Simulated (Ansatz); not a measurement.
# Geometry relaxation, with input and output: C

System: C (Fmmm, 4 atoms in the cell).
Method: DFT PBE, scalar-relativistic, plane waves, PAW, PAW set soft_1, no spin polarisation (Ansatz 0.2.0).

The structure derives from a Materials Project entry. Figures and captions count atoms from 1; the log counts them from 0 in places.

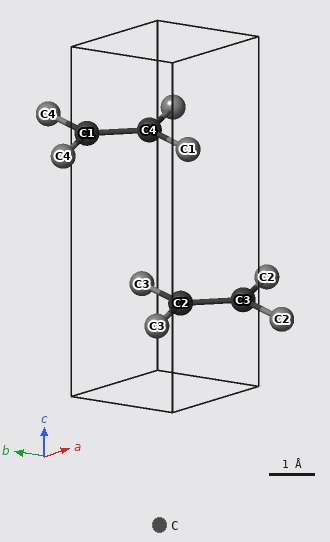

**Figure 1.** The structure as given in the input (ball-and-stick view of the cell of the calculation, seen at an oblique angle; neighbours outside the cell are drawn fainter; atoms are numbered from 1 in the order of the input). An atom can appear more than once, as a periodic image.

**Input**
```yaml
crystal:
  lattice:
    - [1.2332634608, -2.136010962, 0.0]
    - [1.2332634608, 2.136010962, 0.0]
    - [0.0, 0.0, 8.5847565167]
  atoms:
    - { symbol: C, position: [0.0833319014, 0.9166680986, 0.7499823228] }
    - { symbol: C, position: [0.5833319014, 0.4166680986, 0.2500176772] }
    - { symbol: C, position: [0.9166680986, 0.0833319014, 0.2500176772] }
    - { symbol: C, position: [0.4166680986, 0.5833319014, 0.7499823228] }
basis:
  ecutwfc: 420
kpoints:
  mp_grid: { grid: [21, 21, 6] }
hamiltonian:
  xc: pbe
  pseudopotentials: { kind: paw, azcp: { folder: soft_1 } }
scf:
  occupations: { method: gaussian, width: 0.1 }
output:
  forces: true
  stress: true
  eigenvalues: true
relax:
  adjacent_minimum: "off"
  f_tol: 0.005
  max_steps: 80
  cell: { stress_tol: 0.05 }
```

Machine: 1 thread of Arm Neoverse V2, 24 GiB of memory available, shared host.

Launch command:
```bash
ansatz run input.yaml --threads 1 --pin off --max-ram 3072MiB --backend cpu --events-out ev --progress --plain --runs-dir out
```

**The program's output**
```
Engine: ansatz 0.2.0, aarch64-unknown-linux-gnu
Pseudopotentials: kind: paw
Pseudopotential: C, paw, valence charge 4, recommended cutoff 420 eV (normal), [file]
Functional definition: PBE
  parameter kappa = 0.804
  parameter beta = 0.06672455060314922
  exchange = pbe_x(kappa = kappa, mu = beta*pi^2/3)
  correlation = pbe_c(beta = beta)
Crystal: 4 atoms, lattice volume = 45.229 Å³
Basis set: ecut = 420 eV, 839 PW (Γ), exchange–correlation on 36×36×120 points (8 copies of the dense FFT grid, shifted against one another)
Bands: 12, of which v1, the nominal top of the filled ones, is band 8 counted from 1 (7 counted from 0)
Symmetry: 8 space group operations
Space group: Cmme (ITA 67), of the structure as read, at distance tolerance 3.6e-5 Å
k-points: 484 of 2646
Non-local potential: C, projectors of the file, l = 0: 2, l = 1: 2, l = 2: 1
PAW form: soft (Blöchl's): semilocal exchange-correlation on the pseudo side does not see the compensation charge
PAW one-centre angular grid: C, 110 points (default); XC on 64 Gauss nodes
Initial density: superposition of atomic densities (chi_scale 0.1, normalization cell)
Initial wavefunctions: pseudopotential atomic-orbital guess
Functional: x = pbe(κ = 0.804, μ = 0.2195149727645171), c = pbe(β = 0.06672455060314922)
SCF iter   1: F=—  HF=-1006.048541 eV  |F-HF|=—  |Δ(HF+E_count)|=         —  Δρ=1.13e-1  dr2=5.26e0  ethr=3.10e-3  ⟨swp⟩=5.7  Hψ=35293  notcnv=0
preconditioner: auto → LDOS  [metal: Δε(μ)=0.013 eV  Ē_g=16.276 eV  σ=0.100 eV  W_gap=0.07  n_scr=6 (ndim 8)  ℏωp=22.1 eV  f_vac=0.148  D(μ)=0.18/eV (n_scr^D=2)  β→1.0]
SCF iter   2: F=—  HF=-1004.175447 eV  |F-HF|=—  |Δ(HF+E_count)|=    1.87e0  Δρ=4.12e-2  dr2=8.57e-1  ethr=3.10e-3  ⟨swp⟩=3.7  Hψ=19213  notcnv=0
preconditioner: auto → none  [metal: Δε(μ)=0.002 eV  Ē_g=14.711 eV  σ=0.100 eV  W_gap=0.01  n_scr=6 (ndim 8)  ℏωp=22.1 eV  f_vac=0.275  D(μ)=0.13/eV (n_scr^D=0)  β→0.5]
SCF iter   3: F=—  HF=-1003.773881 eV  |F-HF|=—  |Δ(HF+E_count)|=   4.02e-1  Δρ=6.41e-3  dr2=6.09e-3  ethr=3.10e-3  ⟨swp⟩=2.9  Hψ=15706  notcnv=0
SCF iter   4: F=—  HF=-1003.774929 eV  |F-HF|=—  |Δ(HF+E_count)|=   1.05e-3  Δρ=5.39e-4  dr2=1.47e-4  ethr=3.81e-5  ⟨swp⟩=2.4  Hψ=9694  notcnv=0
SCF iter   5: F=—  HF=-1003.774890 eV  |F-HF|=—  |Δ(HF+E_count)|=   3.87e-5  Δρ=7.74e-5  dr2=3.88e-6  ethr=9.19e-7  ⟨swp⟩=2.3  Hψ=9425  notcnv=0
SCF iter   6: F=—  HF=-1003.774923 eV  |F-HF|=—  |Δ(HF+E_count)|=   3.32e-5  Δρ=3.15e-5  dr2=2.52e-6  ethr=2.42e-8  ⟨swp⟩=2.0  Hψ=9679  notcnv=0
SCF iter   7: F=-1003.774922 eV  HF=-1003.774922 eV  |F-HF|=2.15e-9  |Δ(HF+E_count)|=   7.03e-7  Δρ=7.68e-6  dr2=2.27e-8  ethr=6.25e-10  ⟨swp⟩=5.1  Hψ=34362  notcnv=0
SCF 1 converged in 7 iterations: F = -1003.774922 eV  dr2 = 2.27e-8
  greatest PAW one-centre occupation: 0.673 electrons in one spin orbital (limit 2), on the C atom at site 2 (counted from 0), in its partial waves of l = 0
relax step   1: F+E_penalty+E_count = -1003.77492227 eV  Δ(F+E_penalty+E_count) = +0.000e0 eV  max|allowed force component| = 1.580e-5 eV/Å  Δτ_max = 0.0000 Å  P = +0.006 GPa  Ω = 45.229 Å³  (7 SCF iters, dr2 threshold 1.00e-7 eV, accepted)
Crystal: 4 atoms, lattice volume = 45.263 Å³
Initial density: handed on by an earlier stage of this run
Initial wavefunctions: those handed on with the density
iter 1 solved again at ethr=4.97e-8 eV; its pass at ethr=3.10e-3 eV (dr2=7.96e-6 eV) is discarded
SCF iter   1: F=—  HF=-1003.774835 eV  |F-HF|=—  |Δ(HF+E_count)|=         —  Δρ=9.29e-5  dr2=5.70e-6  ethr=4.97e-8  ⟨swp⟩=2.6  Hψ=45098  notcnv=0
preconditioner: auto → LDOS  [metal: Δε(μ)=0.021 eV  Ē_g=15.294 eV  σ=0.100 eV  W_gap=0.11  n_scr=6 (ndim 8)  ℏωp=22.1 eV  f_vac=0.252  D(μ)=0.15/eV (n_scr^D=2)  β→1.0]
SCF iter   2: F=—  HF=-1003.774868 eV  |F-HF|=—  |Δ(HF+E_count)|=   3.27e-5  Δρ=4.88e-5  dr2=2.58e-6  ethr=3.56e-8  ⟨swp⟩=2.0  Hψ=9686  notcnv=0
SCF iter   3: F=—  HF=-1003.774868 eV  |F-HF|=—  |Δ(HF+E_count)|=   4.47e-8  Δρ=1.55e-5  dr2=4.88e-7  ethr=1.62e-8  ⟨swp⟩=2.6  Hψ=9301  notcnv=0
SCF iter   4: F=—  HF=-1003.774868 eV  |F-HF|=—  |Δ(HF+E_count)|=   2.76e-7  Δρ=2.89e-6  dr2=5.33e-9  ethr=3.05e-9  ⟨swp⟩=2.4  Hψ=8032  notcnv=0
SCF iter   5: F=—  HF=-1003.774868 eV  |F-HF|=—  |Δ(HF+E_count)|=  6.64e-10  Δρ=3.14e-7  dr2=4.83e-11  ethr=3.33e-11  ⟨swp⟩=2.5  Hψ=8834  notcnv=0
SCF iter   6: F=-1003.774868 eV  HF=-1003.774868 eV  |F-HF|=0.00e0  |Δ(HF+E_count)|=  3.07e-11  Δρ=3.38e-8  dr2=7.70e-13  ethr=1.00e-12  ⟨swp⟩=4.8  Hψ=19988  notcnv=0
SCF 2 converged in 6 iterations: F = -1003.774868 eV  dr2 = 7.70e-13
  greatest PAW one-centre occupation: 0.673 electrons in one spin orbital (limit 2), on the C atom at site 3 (counted from 0), in its partial waves of l = 0
relax step   2: F+E_penalty+E_count = -1003.77486753 eV  Δ(F+E_penalty+E_count) = +5.474e-5 eV  max|allowed force component| = 8.691e-6 eV/Å  Δτ_max = 0.0001 Å  P = +0.008 GPa  Ω = 45.263 Å³  energy of the carried Pulay correction = -6.136e-5 eV  (6 SCF iters, accepted)
Crystal: 4 atoms, lattice volume = 45.431 Å³
iter 1 solved again at ethr=1.30e-6 eV; its pass at ethr=3.10e-3 eV (dr2=2.09e-4 eV) is discarded
SCF iter   1: F=—  HF=-1003.774595 eV  |F-HF|=—  |Δ(HF+E_count)|=         —  Δρ=4.44e-4  dr2=1.46e-4  ethr=1.30e-6  ⟨swp⟩=2.6  Hψ=45129  notcnv=0
preconditioner: auto → LDOS  [metal: Δε(μ)=0.020 eV  Ē_g=15.283 eV  σ=0.100 eV  W_gap=0.11  n_scr=6 (ndim 8)  ℏωp=22.0 eV  f_vac=0.252  D(μ)=0.15/eV (n_scr^D=2)  β→1.0]
SCF iter   2: F=—  HF=-1003.774555 eV  |F-HF|=—  |Δ(HF+E_count)|=   3.99e-5  Δρ=2.23e-4  dr2=4.07e-5  ethr=9.11e-7  ⟨swp⟩=2.0  Hψ=9667  notcnv=0
SCF iter   3: F=—  HF=-1003.774576 eV  |F-HF|=—  |Δ(HF+E_count)|=   2.10e-5  Δρ=5.90e-5  dr2=7.22e-6  ethr=2.54e-7  ⟨swp⟩=2.2  Hψ=8887  notcnv=0
SCF iter   4: F=—  HF=-1003.774574 eV  |F-HF|=—  |Δ(HF+E_count)|=   1.59e-6  Δρ=1.20e-5  dr2=3.44e-8  ethr=4.51e-8  ⟨swp⟩=2.0  Hψ=7771  notcnv=0
SCF iter   5: F=—  HF=-1003.774574 eV  |F-HF|=—  |Δ(HF+E_count)|=   5.51e-8  Δρ=1.57e-6  dr2=5.91e-10  ethr=2.15e-10  ⟨swp⟩=2.2  Hψ=8957  notcnv=0
SCF iter   6: F=-1003.774574 eV  HF=-1003.774574 eV  |F-HF|=6.25e-12  |Δ(HF+E_count)|=  6.12e-10  Δρ=1.69e-7  dr2=6.42e-12  ethr=1.00e-12  ⟨swp⟩=5.1  Hψ=22659  notcnv=0
the search or the solves at the SCF's close seem to have found levels that the self-consistency loop had missed (the run counts 1). By its estimate they hold under 1e-12 electrons; where the run keeps them, the occupations were computed again with them
SCF 3 converged in 6 iterations: F = -1003.774574 eV  dr2 = 6.42e-12
relax step   3: F+E_penalty+E_count = -1003.77457418 eV  Δ(F+E_penalty+E_count) = +2.933e-4 eV  max|allowed force component| = 2.151e-5 eV/Å  Δτ_max = 0.0005 Å  P = -0.000 GPa  Ω = 45.431 Å³  energy of the carried Pulay correction = -3.684e-4 eV  (6 SCF iters, accepted)
Initial wavefunctions: pseudopotential atomic-orbital guess (no wavefunctions were taken with the density)
iter 1 solved again at ethr=5.99e-8 eV; its pass at ethr=3.10e-3 eV (dr2=9.58e-6 eV) is discarded
SCF iter   1: F=—  HF=-1003.774931 eV  |F-HF|=—  |Δ(HF+E_count)|=         —  Δρ=2.19e-5  dr2=2.40e-8  ethr=5.99e-8  ⟨swp⟩=3.5  Hψ=52806  notcnv=0
preconditioner: auto → LDOS  [metal: Δε(μ)=0.000 eV  Ē_g=15.290 eV  σ=0.100 eV  W_gap=0.00  n_scr=6 (ndim 8)  ℏωp=22.0 eV  f_vac=0.252  D(μ)=0.15/eV (n_scr^D=2)  β→1.0]
SCF iter   2: F=—  HF=-1003.774967 eV  |F-HF|=—  |Δ(HF+E_count)|=   3.61e-5  Δρ=2.36e-6  dr2=1.90e-9  ethr=1.50e-10  ⟨swp⟩=3.0  Hψ=11169  notcnv=0
SCF iter   3: F=—  HF=-1003.774967 eV  |F-HF|=—  |Δ(HF+E_count)|=   1.26e-8  Δρ=5.41e-7  dr2=1.30e-10  ethr=1.19e-11  ⟨swp⟩=2.0  Hψ=9675  notcnv=0
SCF iter   4: F=-1003.774967 eV  HF=-1003.774967 eV  |F-HF|=1.36e-12  |Δ(HF+E_count)|=  3.30e-10  Δρ=9.15e-8  dr2=8.58e-12  ethr=1.00e-12  ⟨swp⟩=5.8  Hψ=25687  notcnv=0
SCF 4 converged in 4 iterations: F = -1003.774967 eV  dr2 = 8.58e-12
relax step   4: F+E_penalty+E_count = -1003.77496666 eV  Δ(F+E_penalty+E_count) = -3.925e-4 eV  max|allowed force component| = 2.402e-5 eV/Å  Δτ_max = 0.0000 Å  P = +0.014 GPa  Ω = 45.431 Å³  stress off target by 2.54e-2 GPa  SCF on the basis re-selected at this cell (its energy is not comparable with the rows above)  (4 SCF iters)
```

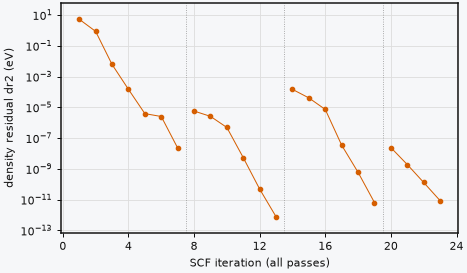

**Figure 2.** Convergence of the self-consistent field: density residual dr2 against the SCF iteration. The dotted lines part the SCF passes of the relaxation: geometry steps, rejected trials and re-solves on a re-selected basis. The passes take 7, 6, 6 and 4 iterations.

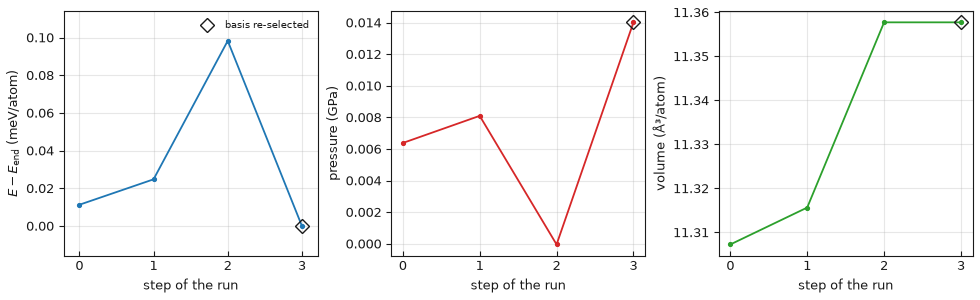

**Figure 3.** Progress of the relaxation, step by step (the first geometry is step 0 here and step 1 in the log). The atoms keep their places relative to the cell (all moves are under 0.005 Å). The volume changes by +0.4 %, with a = b stay at 2.466 Å, c 8.585 → 8.623 Å (+0.4 %). The space group stays Fmmm (No. 69). The energy rises by 0.1 meV per atom in 2 geometry steps. The pressure goes from 0.01 to 0.01 GPa. A last SCF at the same geometry on a re-selected plane-wave basis shifts the energy by −0.1 meV per atom.

```
basis re-selected at this cell: Δ(F+E_penalty+E_count) = -3.925e-4 eV, ΔP = +0.014 GPa vs the last step (what re-selecting the basis moved, of the pressure what is left beyond the Pulay correction that the steps carried, after the strain that the cell walked since its last selection, with what the two solves' SCF thresholds leave and, on support functions, any second-order correction that the steps lacked; it is no measure of the basis error at this ecutwfc). This SCF's stress stands 2.54e-2 GPa from its target on what of the cell is left free (relax.cell.stress_tol is 5.00e-2 GPa) and its largest allowed force component is 2.40e-5 eV/Å (relax.f_tol is 5.00e-3 eV/Å): within both
SCF converged after 4 iterations
Free energy (F): -1003.774967 eV
Harris-Foulkes:  -1003.774967 eV  (|F-HF|=1.36e-12)
Internal energy: -1003.774213 eV  (E = F + TS)
E sigma→0 (E₀):  -1003.774590 eV
Entropy (-TS):   -0.000754 eV (-0.188 meV/atom)
Fermi energy:    4.519400 eV
--- Per-component energies (eV) ---
  E_band       = -74.035114
  E_kinetic    = 353.710673
  E_local      = -896.305588  (includes V_loc(G=0)·N_el)
  E_nonlocal   = 93.707801
  E_hartree    = 318.648168
  E_xc         = -187.695679
  E_vxc        = -231.102879  (∫ρ·V_xc dr)
  E_paw        = -400.373800  (= ΣΔE_a)
  E_vpaw       = -31.341482  (= ΣTr[D̂ρ^β])
  E_aug_tail   = 0.000066  (compensation charges beyond the density's cutoff)
  E_ewald      = -285.465853
  E_smearing   = -0.000754  (= −TS)
  E_closure    = -0.000000  (closes the sum)
  Σ components = -1003.774967   (vs F -1003.774967, Δ=0.00e0)
--- Forces (eV/Å), atoms counted from 1 ---
  atom   1  C      0.00000000    -0.00002402    -0.00000732
  atom   2  C      0.00000000    -0.00002402     0.00000732
  atom   3  C     -0.00000000     0.00002402     0.00000732
  atom   4  C     -0.00000000     0.00002402    -0.00000732
  max |Σ_I F_I| component: 2.22e-16 eV/Å
--- Stress (GPa, compression-positive) ---
        0.008311      -0.000000       0.000000
       -0.000000       0.008290      -0.000000
        0.000000      -0.000000       0.025444
  P = ⅓ Tr σ = 0.0140 GPa (0.140 kbar)
--- Band table (eV; the first three rows and the last of 484) ---
  k-point 0: bands = ["-15.0163", "-14.9844", "-3.3167", "-2.8698", "1.4763", "1.4773", "1.4779", "1.4782", "7.5743", "10.7740", "12.8418", "12.8451"]
  k-point 1: bands = ["-15.0142", "-14.9865", "-3.2889", "-2.9022", "1.4764", "1.4773", "1.4779", "1.4779", "7.7198", "10.3885", "12.8424", "12.8453"]
  k-point 2: bands = ["-15.0084", "-14.9925", "-3.2117", "-2.9887", "1.4765", "1.4772", "1.4774", "1.4775", "8.1410", "9.5971", "12.8436", "12.8457"]
  k-point 483: bands = ["-9.9705", "-9.9705", "-8.4956", "-8.4956", "-1.8982", "-1.8982", "2.0722", "2.0724", "6.3058", "6.3061", "11.8931", "11.8932"]
--- Relaxed structure (3 steps of the walk, 3 accepted, 1 SCFs on fresh bases) ---
  F+E_penalty+E_count = -1003.77496666 eV   max|allowed force component| = 2.402e-5 eV/Å   (the final SCF, on the basis selected at the relaxed cell)
  cell:  # Å, volume = 45.4309 Å³
    - [1.233245863544252, -2.135984423255196, 0.0]
    - [1.233245863544252, 2.135984423255196, 0.0]
    - [0.0, 0.0, 8.623300134559134]
  atoms:
    - { symbol: C, position: [0.08333190708745941, 0.9166680929125405, 0.7500222426960771] }
    - { symbol: C, position: [0.5833319070874594, 0.4166680929125405, 0.249977757303923] }
    - { symbol: C, position: [0.9166680929125405, 0.08333190708745941, 0.249977757303923] }
    - { symbol: C, position: [0.4166680929125405, 0.5833319070874594, 0.7500222426960771] }
```

**Trajectory as extended XYZ (Å, eV, eV/Å), 4 frames, from step=1 to step=4**
```
4
Lattice="1.2333 -2.1360 0.0000 1.2333 2.1360 0.0000 0.0000 0.0000 8.5848" Properties=species:S:1:pos:R:3:forces:R:3 step=1 energy=-1003.77492 pressure_GPa=0.01
C     1.2333    1.7800    6.4384    0.0000   0.0000   0.0000
C     1.2333   -0.3560    2.1463    0.0000   0.0000   0.0000
C     1.2333   -1.7800    2.1463    0.0000   0.0000   0.0000
C     1.2333    0.3560    6.4384    0.0000   0.0000   0.0000
4
Lattice="1.2333 -2.1360 0.0000 1.2333 2.1360 0.0000 0.0000 0.0000 8.5912" Properties=species:S:1:pos:R:3:forces:R:3 step=2 energy=-1003.77487 pressure_GPa=0.01
C     1.2333    1.7800    6.4431    0.0000   0.0000   0.0000
C     1.2333   -0.3560    2.1481    0.0000   0.0000   0.0000
C     1.2333   -1.7800    2.1481    0.0000   0.0000   0.0000
C     1.2333    0.3560    6.4431    0.0000   0.0000   0.0000
4
Lattice="1.2332 -2.1360 0.0000 1.2332 2.1360 0.0000 0.0000 0.0000 8.6233" Properties=species:S:1:pos:R:3:forces:R:3 step=3 energy=-1003.77457 pressure_GPa=-0.00
C     1.2332    1.7800    6.4677    0.0000   0.0000   0.0000
C     1.2332   -0.3560    2.1556    0.0000   0.0000   0.0000
C     1.2332   -1.7800    2.1556    0.0000   0.0000   0.0000
C     1.2332    0.3560    6.4677    0.0000   0.0000   0.0000
4
Lattice="1.2332 -2.1360 0.0000 1.2332 2.1360 0.0000 0.0000 0.0000 8.6233" Properties=species:S:1:pos:R:3:forces:R:3 step=4 energy=-1003.77497 pressure_GPa=0.01
C     1.2332    1.7800    6.4677    0.0000   0.0000   0.0000
C     1.2332   -0.3560    2.1556    0.0000   0.0000   0.0000
C     1.2332   -1.7800    2.1556    0.0000   0.0000   0.0000
C     1.2332    0.3560    6.4677    0.0000   0.0000   0.0000
```

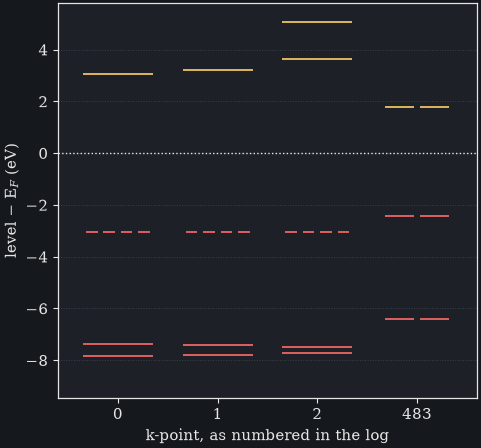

**Figure 4.** Kohn–Sham levels near the Fermi level (dotted) at the few k-points that the log prints; levels within 0.02 eV of each other stand side by side. The system is metallic on the full mesh.

**Key numbers**

| quantity | value |
| --- | --- |
| outcome | converged |
| space group (tolerance 0.01 Å) | Fmmm (69) |
| electrons treated | 16 |
| free energy | −1003.7750 eV |
| Fermi energy | 4.519 eV |
| gap on the k-point mesh | none (metallic) |
| pressure | 0.01 GPa |
| final volume | 45.43 Å³ |
| largest force (length of the vector) at the end | under 0.001 eV/Å |
| final cell | a = 2.466 Å, b = 2.466 Å, c = 8.623 Å, α = 90.00°, β = 90.00°, γ = 120.00° |
| wall time | 55 s |
| peak memory | 0.51 GiB |
